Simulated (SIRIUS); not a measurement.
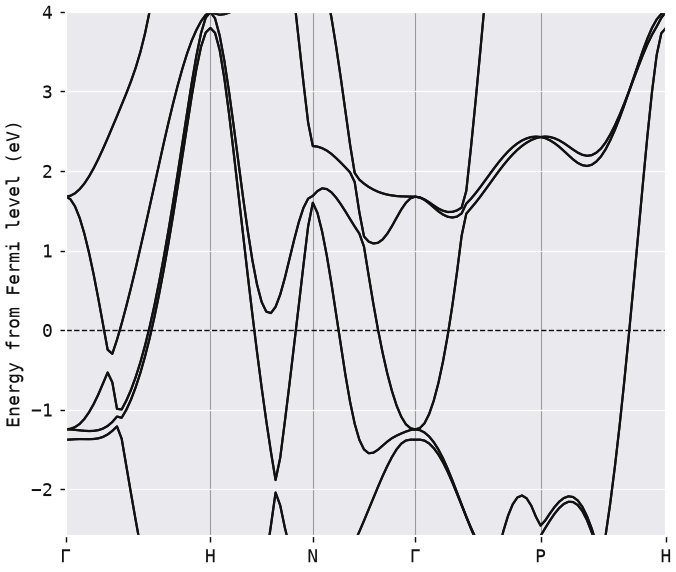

Band structure. Energies are counted from the Fermi level.

**What lattice type does the k path imply?**

A body-centred cubic lattice: the path Γ–H–N–Γ–P–H runs through the special points of its Brillouin zone.

System: bcc Mo, space group Im-3m (No. 229), 1 atom in the primitive cell.

```
Mo
1.0
    -1.58381    1.58381    1.58381
     1.58381   -1.58381    1.58381
     1.58381    1.58381   -1.58381
Mo
1
Direct
  0.00000 0.00000 0.00000
```

SIRIUS 7.12.0; PBE, all-electron FP-LAPW, spin-orbit coupling, no magnetisation, 12×12×12 k mesh, Fermi-Dirac smearing of 0.05 eV.

**Is there a gap at the Fermi level?**

A metal: 6 spinor bands cross the Fermi level along this path (the two partners of a degenerate pair count as two).

**On which lines of the path do bands cross the Fermi level?**

Bands cross the Fermi level on every line of the path.
